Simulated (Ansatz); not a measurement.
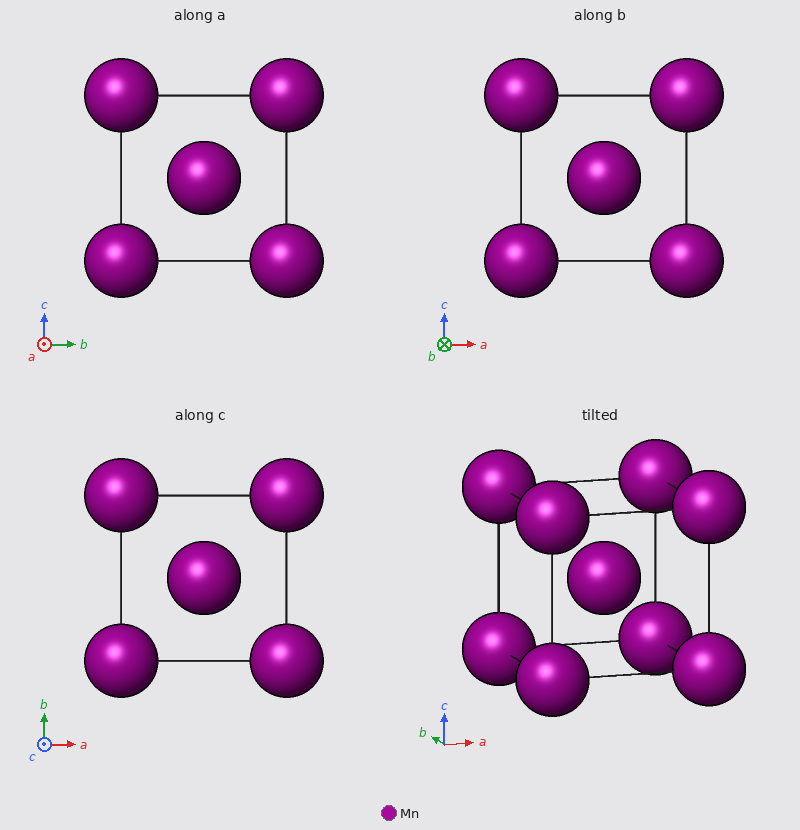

Structure drawing (spheres-only), viewed along the a axis, along the b axis, along the c axis and slightly off an axis. The frame is the conventional unit cell; atoms at its boundary are shown with their periodic copies.

Lattice parameters: a = 2.900 Å, b = 2.900 Å, c = 2.900 Å, α = 90.00°, β = 90.00°, γ = 90.00°. Put a along x and b in the xy plane.

**Reconstruct the structure as a POSCAR file.**

```
Mn
1.0
     2.900    0.000    0.000
     0.000    2.900    0.000
     0.000    0.000    2.900
Mn
2
Direct
  0.0000 0.0000 0.0000
  0.5000 0.5000 0.5000
```

It goes back to a structure type filled with this element by a generator (whether the element takes this form wasn't checked). Earlier steps of the study may have refined or changed the cell and positions. It went into a calculation with Ansatz.

At this level of theory the cell isn't at rest (stretched, at -20 GPa), so its distances can differ from those at equilibrium, the more so the softer the solid.
